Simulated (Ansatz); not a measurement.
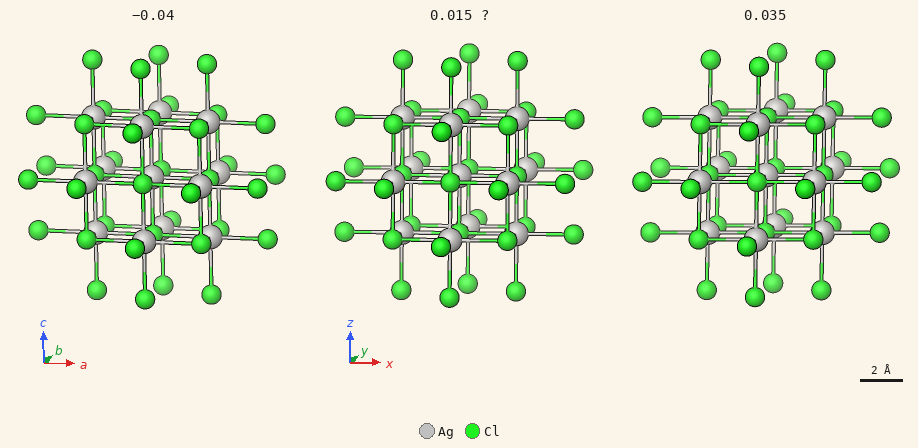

A scan of solid AgCl (Fm-3m): the cell is strained in shear in the xz plane, with the atoms kept at their fractional coordinates. x, y and z are the Cartesian axes of the input. Style: ball-and-stick. Shown: the conventional cell (4 times the calculation's cell), along the b axis, with a slight tilt. Lengths and directions refer to the drawn axes.

Computed with Ansatz, DFT PBE, scalar-relativistic, plane waves, PAW. (plane-wave cutoff 420 eV; k-point mesh 8 × 8 × 8; occupations gaussian; smearing width 0.05 eV; no spin polarisation). Energies (free energies at the smearing named) are counted from the cell as listed in its source, which wasn't relaxed.

```json
{"engineering shear strain": "−0.040", "ΔE (meV/atom)": "0.65"}
{"engineering shear strain": "−0.020", "ΔE (meV/atom)": "0.16"}
{"engineering shear strain": "0.000", "ΔE (meV/atom)": "0.00"}
{"engineering shear strain": "0.005", "ΔE (meV/atom)": "0.01"}
{"engineering shear strain": "0.010", "ΔE (meV/atom)": "0.04"}
{"engineering shear strain": "0.015", "ΔE (meV/atom)": "?"}
{"engineering shear strain": "0.025", "ΔE (meV/atom)": "0.25"}
{"engineering shear strain": "0.030", "ΔE (meV/atom)": "0.37"}
{"engineering shear strain": "0.035", "ΔE (meV/atom)": "0.50"}
```

Question: One row is withheld. What is its energy?

Answer: A straight line between the two neighbours gives 0.11 meV/atom. A cubic through the four nearest rows (0.005, 0.010, 0.025, 0.030) gives, with Lagrange weights, (−0.3000)(0.01) + (1.0000)(0.04) + (0.5000)(0.25) + (−0.2000)(0.37) = 0.09 meV/atom. The calculation gives 0.09 meV/atom, so the cubic is right to the digits shown and the straight line 0.02 meV/atom too high.

The whole profile:

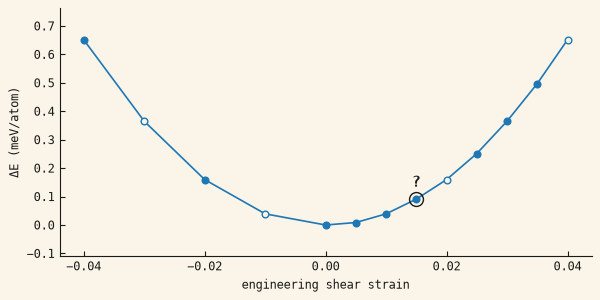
